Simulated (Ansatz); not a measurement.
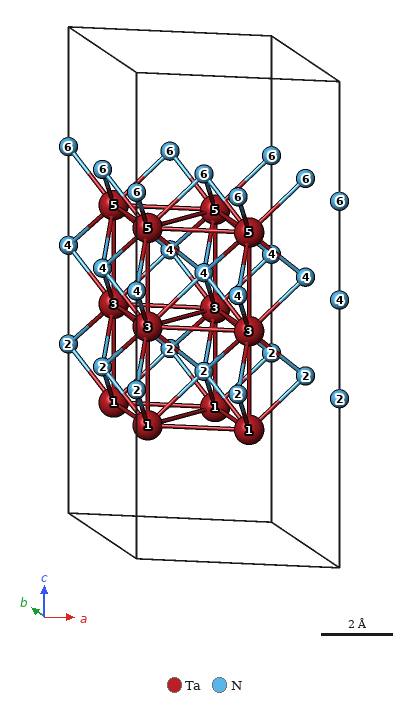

**Figure 1.** The structure as given in the input (ball-and-stick view of the 2 × 2 repeat of the cell, with the vacuum cut short, seen slightly off an axis; atoms are numbered from 1 in the order of the input). An atom can appear more than once, as a periodic image. Near neighbours in the periodic cell (some may lie outside the picture): Ta has 3 N at 2.23 Å and 7 Ta at 2.88 to 2.94 Å; N has 6 Ta at 2.23 Å; Ta has 6 N at 2.23 Å and 8 Ta at 2.88 to 2.94 Å; Ta has 6 N at 2.23 Å and 7 Ta at 2.88 to 2.94 Å; N has 3 Ta at 2.23 Å.

## Geometry relaxation of TaN (part 1 of 3)

System: TaN (slab, 6 atoms in the cell).
Method: DFT r2SCAN, scalar-relativistic, plane waves, PAW, no spin polarisation (Ansatz 0.2.0).

The structure derives from an entry of the Crystallography Open Database. The input holds or restrains some coordinates. Forces given for the steps count only the free coordinates. It belongs to a series of runs on one base structure; here: clean slab, lower half held. Figures and captions count atoms from 1; the log counts them from 0 in places.

## Input
```yaml
crystal:
  lattice:
    - [2.9361543272, 0.0, 0.0]
    - [-1.4680771636, 2.5427842368, 0.0]
    - [0.0, 0.0, 24.2115463819]
  atoms:
    - { symbol: Ta, position: [0.3333333333, 0.6666666667, 0.3510721647] }
    - { symbol: "N", position: [0.0, 0.0, 0.4106432988] }
    - { symbol: Ta, position: [0.3333333333, 0.6666666667, 0.4702144329] }
    - { symbol: "N", position: [0.0, 0.0, 0.5297855671] }
    - { symbol: Ta, position: [0.3333333333, 0.6666666667, 0.5893567012] }
    - { symbol: "N", position: [0.0, 0.0, 0.6489278353] }
basis:
  ecutwfc: 500
kpoints:
  mp_grid: { grid: [12, 12, 1] }
hamiltonian:
  xc: r2scan
scf:
  occupations: { method: gaussian, width: 0.1 }
output:
  forces: true
  eigenvalues: true
  write_density: true
  write_potential: true
  elf: true
  volumetric_format: npy
relax:
  adjacent_minimum: "off"
  f_tol: 0.03
  max_steps: 70
  constraints: [{ sites: [0, 1, 2] }]
efield:
  axis: 3
  dipole_correction: true
  ramp_width: 0.04
```

Hardware: 2 threads of Intel Xeon (Granite Rapids), 32 GiB of memory available, shared host.

Command:
```bash
ansatz run input.yaml --threads 2 --pin off --max-ram 5120MiB --backend cpu --events-out ev --progress --plain --runs-dir out
```

## What the program printed
```
Engine: ansatz 0.2.0, x86_64-unknown-linux-gnu
Pseudopotentials: kind: paw
Pseudopotential: Ta, paw, valence charge 13, recommended cutoff 500 eV (meta_gga), Ta.paw.azcp
Pseudopotential: N, paw, valence charge 5, recommended cutoff 500 eV (meta_gga), N.paw.azcp
Functional definition: r2SCAN
  parameter k0 = 0.174
  parameter k1 = 0.065
  parameter a1 = 4.9479
  exchange = r2scan_x(k0 = k0, k1 = k1, a1 = a1)
  correlation = r2scan_c
Crystal: 6 atoms, lattice volume = 180.764 Å³
Basis set: ecut = 500 eV, 4661 PW (Γ), exchange–correlation on 96×96×720 points (64 copies of the dense FFT grid, shifted against one another)
Bands: 33, of which v1, the nominal top of the filled ones, is band 27 counted from 1 (26 counted from 0)
Symmetry: 6 space group operations
Space group: P3m1 (ITA 156), of the structure as read, at distance tolerance 5.7e-5 Å
k-points: 19 of 144 (time reversal used)
Non-local potential: Ta, projectors of the file, l = 0: 3, l = 1: 2, l = 2: 2, l = 3: 1
Non-local potential: N, projectors of the file, l = 0: 2, l = 1: 2, l = 2: 1
PAW form: soft (Blöchl's): semilocal exchange-correlation on the pseudo side does not see the compensation charge
PAW frozen core: Ta, regenerated for the run's functional (the file was generated under x = pbe(κ = 0.804, μ = 0.2195149727645171), c = pbe(β = 0.06672455060314922))
PAW frozen core: N, regenerated for the run's functional (the file was generated under x = pbe(κ = 0.804, μ = 0.2195149727645171), c = pbe(β = 0.06672455060314922))
PAW one-centre angular grid: Ta, 590 points (default); XC on 160 Gauss nodes
PAW one-centre angular grid: N, 302 points (default); XC on 160 Gauss nodes
Initial density: superposition of atomic densities (neutral atoms: chi_scale 0, normalization atom), corrected by the library's trained network
Initial wavefunctions: pseudopotential atomic-orbital guess
Functional: x = r2scan, c = r2scan; τ floored in thin density (d = 2e-4 eV/Å³)
SCF iter   1: F=—  HF=-30989.938675 eV  |F-HF|=—  |Δ(HF+E_count)|=         —  Δρ=1.82e-2  dr2=2.05e1  dr2_τ=3.62e-1  ethr=1.77e-3  p=-0.079 e·Å  D=-7.89e-2 V/Å  ΔV_dip=1.91 eV  dr2_dipole=1.00e1  V_vac-E_F(+/−)=7.71/5.80 eV  ⟨swp⟩=8.6  Hψ=3427  notcnv=0
efield: sawtooth ramp at fractional position 0.9800 (placed from the atoms, in the widest stretch of the axis that holds none; the zero of the levels goes with the place), width 0.0400; the density the first Hamiltonian is built on has a dipole p = -0.079 e·Å; the dipole correction subtracts the counter field D = -7.89e-2 V/Å, which shifts the + side's vacuum level by +1.91 eV against the − side's; the planar-averaged density in the ramp window peaks in size at 6.2e-5 e/Å³
preconditioner: auto → LDOS  [metal: Δε(μ)=0.077 eV  Ē_g=8.964 eV  σ=0.100 eV  W_gap=0.39  n_scr=16 (ndim 8)  ℏωp=15.1 eV  f_vac=0.562  D(μ)=3.70/eV (n_scr^D=14)  β→1.0]
SCF iter   2: F=—  HF=-30989.962605 eV  |F-HF|=—  |Δ(HF+E_count)|=   2.39e-2  Δρ=8.97e-3  dr2=3.33e0  dr2_τ=9.85e-2  ethr=1.77e-3  p=-0.119 e·Å  D=-1.19e-1 V/Å  ΔV_dip=2.89 eV  dr2_dipole=1.59e0  V_vac-E_F(+/−)=7.92/5.03 eV  ⟨swp⟩=3.1  Hψ=1062  notcnv=0  defer=23
SCF iter   3: F=—  HF=-30989.949742 eV  |F-HF|=—  |Δ(HF+E_count)|=   1.29e-2  Δρ=2.76e-3  dr2=3.06e-1  dr2_τ=2.03e-3  ethr=1.77e-3  p=-0.113 e·Å  D=-1.13e-1 V/Å  ΔV_dip=2.73 eV  dr2_dipole=1.38e-1  V_vac-E_F(+/−)=7.91/5.18 eV  ⟨swp⟩=2.0  Hψ=730  notcnv=0  defer=23
SCF iter   4: F=—  HF=-30989.947695 eV  |F-HF|=—  |Δ(HF+E_count)|=   2.05e-3  Δρ=1.17e-3  dr2=4.19e-2  dr2_τ=6.90e-5  ethr=5.66e-4  p=-0.112 e·Å  D=-1.12e-1 V/Å  ΔV_dip=2.72 eV  dr2_dipole=1.90e-2  V_vac-E_F(+/−)=7.89/5.18 eV  ⟨swp⟩=1.3  Hψ=735  notcnv=0  defer=23
SCF iter   5: F=—  HF=-30989.947042 eV  |F-HF|=—  |Δ(HF+E_count)|=   6.54e-4  Δρ=4.20e-4  dr2=8.02e-3  dr2_τ=5.73e-5  ethr=7.75e-5  p=-0.113 e·Å  D=-1.13e-1 V/Å  ΔV_dip=2.73 eV  dr2_dipole=3.49e-3  V_vac-E_F(+/−)=7.89/5.16 eV  ⟨swp⟩=1.8  Hψ=806  notcnv=0  defer=22
SCF iter   6: F=—  HF=-30989.946891 eV  |F-HF|=—  |Δ(HF+E_count)|=   1.50e-4  Δρ=1.54e-4  dr2=1.31e-3  dr2_τ=1.07e-6  ethr=1.48e-5  p=-0.113 e·Å  D=-1.13e-1 V/Å  ΔV_dip=2.73 eV  dr2_dipole=5.59e-4  V_vac-E_F(+/−)=7.89/5.15 eV  ⟨swp⟩=1.2  Hψ=644  notcnv=0  defer=22
SCF iter   7: F=—  HF=-30989.946900 eV  |F-HF|=—  |Δ(HF+E_count)|=   8.74e-6  Δρ=3.43e-5  dr2=2.69e-5  dr2_τ=8.22e-8  ethr=2.42e-6  p=-0.113 e·Å  D=-1.13e-1 V/Å  ΔV_dip=2.74 eV  dr2_dipole=7.16e-6  V_vac-E_F(+/−)=7.88/5.15 eV  ⟨swp⟩=1.1  Hψ=620  notcnv=0  defer=22
SCF iter   8: F=-30989.946911 eV  HF=-30989.946912 eV  |F-HF|=8.90e-7  |Δ(HF+E_count)|=   1.21e-5  Δρ=2.39e-5  dr2=1.52e-6  dr2_τ=1.81e-7  ethr=4.17e-8  p=-0.113 e·Å  D=-1.13e-1 V/Å  ΔV_dip=2.74 eV  dr2_dipole=5.49e-8  V_vac-E_F(+/−)=7.88/5.15 eV  ⟨swp⟩=25.4  Hψ=8113  notcnv=0
SCF 1 converged in 8 iterations: F = -30989.946911 eV  dr2 = 1.52e-6
  greatest PAW one-centre occupation: 0.998 electrons in one spin orbital (limit 2), on the Ta atom at site 4 (counted from 0), in its partial waves of l = 0
relax step   1: F+E_penalty+E_count = -30989.94691139 eV  Δ(F+E_penalty+E_count) = +0.000e0 eV  max|allowed force component| = 7.700e0 eV/Å  Δτ_max = 0.0000 Å  (8 SCF iters, dr2 threshold 2.25e-5 eV, accepted)
Initial density: handed on by an earlier stage of this run
Initial wavefunctions: those handed on with the density
SCF iter   1: F=—  HF=-30991.003814 eV  |F-HF|=—  |Δ(HF+E_count)|=         —  Δρ=1.83e-2  dr2=2.38e0  dr2_τ=2.58e0  ethr=3.10e-3  p=-0.113 e·Å  D=-1.13e-1 V/Å  ΔV_dip=2.74 eV  dr2_dipole=9.20e-1  V_vac-E_F(+/−)=7.72/4.98 eV  ⟨swp⟩=6.2  Hψ=2522  notcnv=0  defer=15
efield: sawtooth ramp at fractional position 0.9800 (handed on by an earlier solve), width 0.0400; the density the first Hamiltonian is built on has a dipole p = -0.113 e·Å; the dipole correction subtracts the counter field D = -1.13e-1 V/Å, which shifts the + side's vacuum level by +2.74 eV against the − side's; the planar-averaged density in the ramp window peaks in size at 1.6e-6 e/Å³
preconditioner: auto → LDOS  [metal: Δε(μ)=0.037 eV  Ē_g=9.170 eV  σ=0.100 eV  W_gap=0.20  n_scr=16 (ndim 8)  ℏωp=15.1 eV  f_vac=0.566  D(μ)=3.07/eV (n_scr^D=12)  β→1.0]
SCF iter   2: F=—  HF=-30991.496167 eV  |F-HF|=—  |Δ(HF+E_count)|=   4.92e-1  Δρ=7.09e-3  dr2=8.95e-2  dr2_τ=2.08e-2  ethr=3.10e-3  p=-0.048 e·Å  D=-4.78e-2 V/Å  ΔV_dip=1.16 eV  dr2_dipole=1.66e-4  V_vac-E_F(+/−)=6.28/5.12 eV  ⟨swp⟩=2.6  Hψ=1127  notcnv=0  defer=25
SCF iter   3: F=—  HF=-30991.506228 eV  |F-HF|=—  |Δ(HF+E_count)|=   1.01e-2  Δρ=2.40e-3  dr2=3.06e-2  dr2_τ=7.32e-4  ethr=1.66e-4  p=-0.064 e·Å  D=-6.40e-2 V/Å  ΔV_dip=1.55 eV  dr2_dipole=6.12e-3  V_vac-E_F(+/−)=6.68/5.13 eV  ⟨swp⟩=2.4  Hψ=1116  notcnv=0  defer=25
SCF iter   4: F=—  HF=-30991.504394 eV  |F-HF|=—  |Δ(HF+E_count)|=   1.83e-3  Δρ=8.98e-4  dr2=1.03e-2  dr2_τ=1.34e-4  ethr=5.67e-5  p=-0.064 e·Å  D=-6.42e-2 V/Å  ΔV_dip=1.55 eV  dr2_dipole=4.31e-3  V_vac-E_F(+/−)=6.69/5.14 eV  ⟨swp⟩=2.0  Hψ=823  notcnv=0  defer=25
SCF iter   5: F=—  HF=-30991.504190 eV  |F-HF|=—  |Δ(HF+E_count)|=   2.04e-4  Δρ=3.55e-4  dr2=2.66e-3  dr2_τ=9.21e-6  ethr=1.90e-5  p=-0.063 e·Å  D=-6.26e-2 V/Å  ΔV_dip=1.51 eV  dr2_dipole=1.16e-3  V_vac-E_F(+/−)=6.66/5.14 eV  ⟨swp⟩=1.5  Hψ=641  notcnv=0  defer=25
SCF iter   6: F=—  HF=-30991.504129 eV  |F-HF|=—  |Δ(HF+E_count)|=   6.16e-5  Δρ=1.60e-4  dr2=4.27e-4  dr2_τ=1.76e-6  ethr=4.92e-6  p=-0.062 e·Å  D=-6.20e-2 V/Å  ΔV_dip=1.50 eV  dr2_dipole=2.12e-4  V_vac-E_F(+/−)=6.65/5.15 eV  ⟨swp⟩=1.9  Hψ=794  notcnv=0  defer=25
SCF iter   7: F=-30991.504135 eV  HF=-30991.504146 eV  |F-HF|=1.14e-5  |Δ(HF+E_count)|=   1.75e-5  Δρ=5.35e-5  dr2=1.17e-5  dr2_τ=1.17e-6  ethr=1.85e-7  p=-0.061 e·Å  D=-6.12e-2 V/Å  ΔV_dip=1.48 eV  dr2_dipole=2.27e-6  V_vac-E_F(+/−)=6.63/5.15 eV  ⟨swp⟩=25.2  Hψ=8130  notcnv=0
SCF 2 converged in 7 iterations: F = -30991.504135 eV  dr2 = 1.17e-5
relax step   2: F+E_penalty+E_count = -30991.50413479 eV  Δ(F+E_penalty+E_count) = -1.557e0 eV  max|allowed force component| = 1.465e0 eV/Å  Δτ_max = 0.1947 Å  (7 SCF iters, dr2 threshold 1.00e-4 eV, accepted)
iter 1 solved again at ethr=4.75e-4 eV; its pass at ethr=3.10e-3 eV (dr2=2.56e-1 eV) is discarded
SCF iter   1: F=—  HF=-30991.118525 eV  |F-HF|=—  |Δ(HF+E_count)|=         —  Δρ=1.12e-2  dr2=2.62e-1  dr2_τ=1.89e0  ethr=4.75e-4  p=-0.061 e·Å  D=-6.12e-2 V/Å  ΔV_dip=1.48 eV  dr2_dipole=1.12e-3  V_vac-E_F(+/−)=6.65/5.17 eV  ⟨swp⟩=1.6  Hψ=3107  notcnv=0  defer=16
efield: sawtooth ramp at fractional position 0.9800 (handed on by an earlier solve), width 0.0400; the density the first Hamiltonian is built on has a dipole p = -0.061 e·Å; the dipole correction subtracts the counter field D = -6.12e-2 V/Å, which shifts the + side's vacuum level by +1.48 eV against the − side's; the planar-averaged density in the ramp window peaks in size at 1.3e-6 e/Å³
preconditioner: auto → LDOS  [insulator: Δε(μ)=0.123 eV  Ē_g=9.369 eV  σ=0.100 eV  W_gap=0.50  n_scr=16 (ndim 8)  ℏωp=15.1 eV  f_vac=0.576  D(μ)=2.77/eV (n_scr^D=12)  ε∞_Penn≈3.6  β→1.0]
SCF iter   2: F=—  HF=-30991.582555 eV  |F-HF|=—  |Δ(HF+E_count)|=   4.64e-1  Δρ=5.88e-3  dr2=6.67e-2  dr2_τ=4.38e-3  ethr=4.75e-4  p=-0.033 e·Å  D=-3.30e-2 V/Å  ΔV_dip=0.80 eV  dr2_dipole=1.81e-3  V_vac-E_F(+/−)=5.95/5.15 eV  ⟨swp⟩=3.1  Hψ=1346  notcnv=0  defer=16
SCF iter   3: F=—  HF=-30991.567862 eV  |F-HF|=—  |Δ(HF+E_count)|=   1.47e-2  Δρ=1.15e-3  dr2=3.70e-3  dr2_τ=3.87e-4  ethr=1.23e-4  p=-0.047 e·Å  D=-4.69e-2 V/Å  ΔV_dip=1.13 eV  dr2_dipole=1.27e-3  V_vac-E_F(+/−)=6.29/5.16 eV  ⟨swp⟩=2.4  Hψ=1082  notcnv=0  defer=24
SCF iter   4: F=—  HF=-30991.568310 eV  |F-HF|=—  |Δ(HF+E_count)|=   4.48e-4  Δρ=5.84e-4  dr2=7.20e-4  dr2_τ=1.08e-4  ethr=6.85e-6  p=-0.049 e·Å  D=-4.94e-2 V/Å  ΔV_dip=1.20 eV  dr2_dipole=1.22e-5  V_vac-E_F(+/−)=6.35/5.15 eV  ⟨swp⟩=3.5  Hψ=1353  notcnv=0  defer=24
SCF iter   5: F=—  HF=-30991.568242 eV  |F-HF|=—  |Δ(HF+E_count)|=   6.81e-5  Δρ=2.85e-4  dr2=1.87e-4  dr2_τ=3.71e-5  ethr=1.33e-6  p=-0.050 e·Å  D=-5.00e-2 V/Å  ΔV_dip=1.21 eV  dr2_dipole=1.27e-5  V_vac-E_F(+/−)=6.36/5.15 eV  ⟨swp⟩=2.1  Hψ=910  notcnv=0  defer=24
SCF iter   6: F=-30991.568189 eV  HF=-30991.568215 eV  |F-HF|=2.65e-5  |Δ(HF+E_count)|=   2.68e-5  Δρ=8.04e-5  dr2=2.56e-5  dr2_τ=3.73e-7  ethr=1.85e-7  p=-0.050 e·Å  D=-5.01e-2 V/Å  ΔV_dip=1.21 eV  dr2_dipole=7.44e-6  V_vac-E_F(+/−)=6.37/5.15 eV  ⟨swp⟩=23.8  Hψ=7772  notcnv=0
SCF 3 converged in 6 iterations: F = -30991.568189 eV  dr2 = 2.56e-5
relax step   3: F+E_penalty+E_count = -30991.56818879 eV  Δ(F+E_penalty+E_count) = -6.405e-2 eV  max|allowed force component| = 5.341e-1 eV/Å  Δτ_max = 0.1955 Å  (6 SCF iters, dr2 threshold 1.00e-4 eV, accepted)
SCF iter   1: F=—  HF=-30991.554404 eV  |F-HF|=—  |Δ(HF+E_count)|=         —  Δρ=4.26e-3  dr2=6.59e-2  dr2_τ=3.08e-1  ethr=6.24e-4  p=-0.050 e·Å  D=-5.01e-2 V/Å  ΔV_dip=1.21 eV  dr2_dipole=7.51e-3  V_vac-E_F(+/−)=6.35/5.14 eV  ⟨swp⟩=4.5  Hψ=1587  notcnv=0  defer=22
efield: sawtooth ramp at fractional position 0.9800 (handed on by an earlier solve), width 0.0400; the density the first Hamiltonian is built on has a dipole p = -0.050 e·Å; the dipole correction subtracts the counter field D = -5.01e-2 V/Å, which shifts the + side's vacuum level by +1.21 eV against the − side's; the planar-averaged density in the ramp window peaks in size at 7.3e-7 e/Å³
preconditioner: auto → LDOS  [insulator: Δε(μ)=0.138 eV  Ē_g=9.308 eV  σ=0.100 eV  W_gap=0.54  n_scr=16 (ndim 8)  ℏωp=15.1 eV  f_vac=0.571  D(μ)=2.76/eV (n_scr^D=12)  ε∞_Penn≈3.6  β→1.0]
SCF iter   2: F=—  HF=-30991.591378 eV  |F-HF|=—  |Δ(HF+E_count)|=   3.70e-2  Δρ=1.83e-3  dr2=1.64e-2  dr2_τ=8.73e-4  ethr=1.22e-4  p=-0.054 e·Å  D=-5.43e-2 V/Å  ΔV_dip=1.31 eV  dr2_dipole=3.49e-3  V_vac-E_F(+/−)=6.47/5.16 eV  ⟨swp⟩=2.8  Hψ=1354  notcnv=0  defer=23
SCF iter   3: F=—  HF=-30991.590136 eV  |F-HF|=—  |Δ(HF+E_count)|=   1.24e-3  Δρ=4.08e-4  dr2=2.07e-4  dr2_τ=6.10e-5  ethr=3.04e-5  p=-0.052 e·Å  D=-5.17e-2 V/Å  ΔV_dip=1.25 eV  dr2_dipole=2.79e-6  V_vac-E_F(+/−)=6.40/5.15 eV  ⟨swp⟩=2.0  Hψ=811  notcnv=0  defer=23
SCF iter   4: F=—  HF=-30991.590286 eV  |F-HF|=—  |Δ(HF+E_count)|=   1.50e-4  Δρ=1.67e-4  dr2=8.48e-5  dr2_τ=7.27e-6  ethr=3.83e-7  p=-0.052 e·Å  D=-5.19e-2 V/Å  ΔV_dip=1.26 eV  dr2_dipole=1.52e-5  V_vac-E_F(+/−)=6.41/5.15 eV  ⟨swp⟩=3.1  Hψ=1337  notcnv=0  defer=23
SCF iter   5: F=—  HF=-30991.590281 eV  |F-HF|=—  |Δ(HF+E_count)|=   5.30e-6  Δρ=6.64e-5  dr2=2.69e-5  dr2_τ=1.29e-6  ethr=1.57e-7  p=-0.052 e·Å  D=-5.17e-2 V/Å  ΔV_dip=1.25 eV  dr2_dipole=7.90e-6  V_vac-E_F(+/−)=6.40/5.15 eV  ⟨swp⟩=2.0  Hψ=875  notcnv=0  defer=23
SCF iter   6: F=-30991.590271 eV  HF=-30991.590280 eV  |F-HF|=8.91e-6  |Δ(HF+E_count)|=   6.55e-7  Δρ=2.62e-5  dr2=7.41e-6  dr2_τ=1.64e-7  ethr=3.30e-8  p=-0.052 e·Å  D=-5.16e-2 V/Å  ΔV_dip=1.25 eV  dr2_dipole=2.69e-6  V_vac-E_F(+/−)=6.40/5.15 eV  ⟨swp⟩=24.6  Hψ=7612  notcnv=0
SCF 4 converged in 6 iterations: F = -30991.590271 eV  dr2 = 7.41e-6
  Residual-converged pass: ⟨swp⟩=1.0  Hψ=703  notcnv=0  max |occ|·‖R‖ = 7.0e-9 eV (tolerance 1.0e-8 eV)  dr2=7.41e-6  dr2_τ=1.64e-7  dr2_onsite=3.29e-8  max |Δocc| = 1.2e-10
relax step   4: F+E_penalty+E_count = -30991.59027100 eV  Δ(F+E_penalty+E_count) = -2.208e-2 eV  max|allowed force component| = 7.427e-2 eV/Å  Δτ_max = 0.0669 Å  (6 SCF iters, dr2 threshold 1.78e-5 eV, accepted)
SCF iter   1: F=—  HF=-30991.590547 eV  |F-HF|=—  |Δ(HF+E_count)|=         —  Δρ=1.79e-4  dr2=1.15e-4  dr2_τ=2.64e-4  ethr=1.37e-6  p=-0.052 e·Å  D=-5.16e-2 V/Å  ΔV_dip=1.25 eV  dr2_dipole=4.25e-7  V_vac-E_F(+/−)=6.40/5.15 eV  ⟨swp⟩=2.0  Hψ=1196  notcnv=0
efield: sawtooth ramp at fractional position 0.9800 (handed on by an earlier solve), width 0.0400; the density the first Hamiltonian is built on has a dipole p = -0.052 e·Å; the dipole correction subtracts the counter field D = -5.16e-2 V/Å, which shifts the + side's vacuum level by +1.25 eV against the − side's; the planar-averaged density in the ramp window peaks in size at 7.5e-7 e/Å³
preconditioner: auto → LDOS  [insulator: Δε(μ)=0.129 eV  Ē_g=9.302 eV  σ=0.100 eV  W_gap=0.54  n_scr=16 (ndim 8)  ℏωp=15.1 eV  f_vac=0.571  D(μ)=2.85/eV (n_scr^D=12)  ε∞_Penn≈3.6  β→1.0]
SCF iter   2: F=—  HF=-30991.590579 eV  |F-HF|=—  |Δ(HF+E_count)|=   3.22e-5  Δρ=9.39e-5  dr2=7.02e-5  dr2_τ=3.35e-6  ethr=2.12e-7  p=-0.052 e·Å  D=-5.20e-2 V/Å  ΔV_dip=1.26 eV  dr2_dipole=1.21e-5  V_vac-E_F(+/−)=6.41/5.15 eV  ⟨swp⟩=2.9  Hψ=1326  notcnv=0
SCF iter   3: F=—  HF=-30991.590456 eV  |F-HF|=—  |Δ(HF+E_count)|=   1.23e-4  Δρ=2.30e-5  dr2=3.50e-6  dr2_τ=1.39e-7  ethr=1.30e-7  p=-0.052 e·Å  D=-5.19e-2 V/Å  ΔV_dip=1.26 eV  dr2_dipole=1.17e-6  V_vac-E_F(+/−)=6.41/5.15 eV  ⟨swp⟩=2.0  Hψ=815  notcnv=0
SCF iter   4: F=—  HF=-30991.590456 eV  |F-HF|=—  |Δ(HF+E_count)|=   5.75e-7  Δρ=2.41e-5  dr2=1.59e-6  dr2_τ=1.84e-7  ethr=6.48e-9  p=-0.052 e·Å  D=-5.20e-2 V/Å  ΔV_dip=1.26 eV  dr2_dipole=1.79e-7  V_vac-E_F(+/−)=6.41/5.15 eV  ⟨swp⟩=2.4  Hψ=968  notcnv=0
SCF iter   5: F=-30991.590456 eV  HF=-30991.590456 eV  |F-HF|=8.92e-8  |Δ(HF+E_count)|=   2.34e-7  Δρ=4.33e-6  dr2=9.29e-8  dr2_τ=5.05e-9  ethr=1.85e-10  p=-0.052 e·Å  D=-5.20e-2 V/Å  ΔV_dip=1.26 eV  dr2_dipole=2.03e-8  V_vac-E_F(+/−)=6.41/5.15 eV  ⟨swp⟩=18.2  Hψ=6470  notcnv=0
SCF 5 converged in 5 iterations: F = -30991.590456 eV  dr2 = 9.29e-8
relax step   5: F+E_penalty+E_count = -30991.59045617 eV  Δ(F+E_penalty+E_count) = -1.852e-4 eV  max|allowed force component| = 3.065e-2 eV/Å  Δτ_max = 0.0026 Å  (5 SCF iters, accepted)
```
